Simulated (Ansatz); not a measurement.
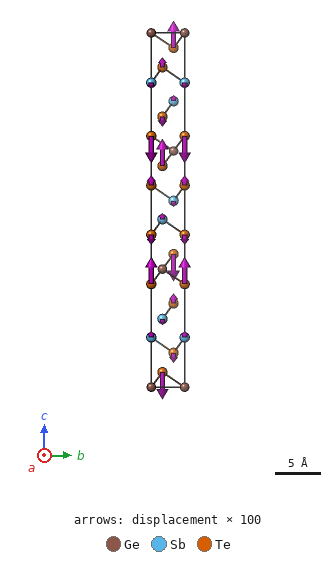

This is a relaxation of solid GeSb2Te4 (set up in R-3m). The starting structure is drawn; purple arrows show the displacements (the part carried along by the change of the cell is left out), 100 times their true length.

A ball-and-stick model of the conventional cell (3 times the calculation's cell), seen along the a axis. Lengths and directions refer to the drawn axes.

These are results of DFT PBE, scalar-relativistic, plane waves, PAW in Ansatz, not measurements.

The input:
```yaml
crystal:
  lattice:
    - [2.15928907, 1.24666612, 13.22803974]
    - [-2.15928907, 1.24666612, 13.22803974]
    - [0.0, -2.49333225, 13.22803974]
  atoms:
    - { symbol: Ge, position: [0.0, 0.0, 0.0] }
    - { symbol: Sb, position: [0.140589, 0.140589, 0.140589] }
    - { symbol: Sb, position: [0.859411, 0.859411, 0.859411] }
    - { symbol: Te, position: [0.43031701, 0.43031701, 0.43031701] }
    - { symbol: Te, position: [0.56968299, 0.56968299, 0.56968299] }
    - { symbol: Te, position: [0.29102799, 0.29102799, 0.29102799] }
    - { symbol: Te, position: [0.70897201, 0.70897201, 0.70897201] }
basis:
  ecutwfc: 420
kpoints:
  mp_grid: { grid: [12, 12, 12] }
hamiltonian:
  xc: pbe
scf:
  occupations: { method: gaussian, width: 0.1 }
output:
  forces: true
  stress: true
  eigenvalues: true
relax:
  adjacent_minimum: "off"
  f_tol: 0.01
  max_steps: 80
  cell: { stress_tol: 0.05 }
```

Command:
```bash
ansatz run input.yaml --threads 1 --pin off --max-ram 2560MiB --backend cpu --events-out ev --progress --plain --runs-dir out
```

Question: Which element moves most?

Answer: Tellurium: up to 0.031 Å, against 0.007 Å for antimony.

Question: What did the optimiser do to the structure, and how much energy did it gain?

Answer: Over 2 accepted moves (3 points after the start) the energy falls by 5.7 meV per cell of the calculation. Largest force component: 0.13 eV/Å at the start, 0.0098 eV/Å at the end. Pressure: −0.05 GPa at the start and 0.01 GPa at the end. The SCF was repeated once at an unchanged geometry on a basis and grid sized afresh for the cell, which shifted the energy by 0.1 meV per cell of the calculation at most. The largest moves relative to the cell, 0.031 Å, are those of Te6 and Te7. Te6 goes along +c. By element the largest moves are Te 0.031 Å, Sb 0.007 Å. Ge stays in place. Cell: a = b 4.319 → 4.326 Å (+0.2 %), c 39.684 → 39.466 Å (−0.6 %). Volume −0.2 %. Among the contacts that change: Ge1–Te6 3.006 → 2.987 Å, Sb2–Te4 3.035 → 3.043 Å. The space group stays R-3m (No. 166).
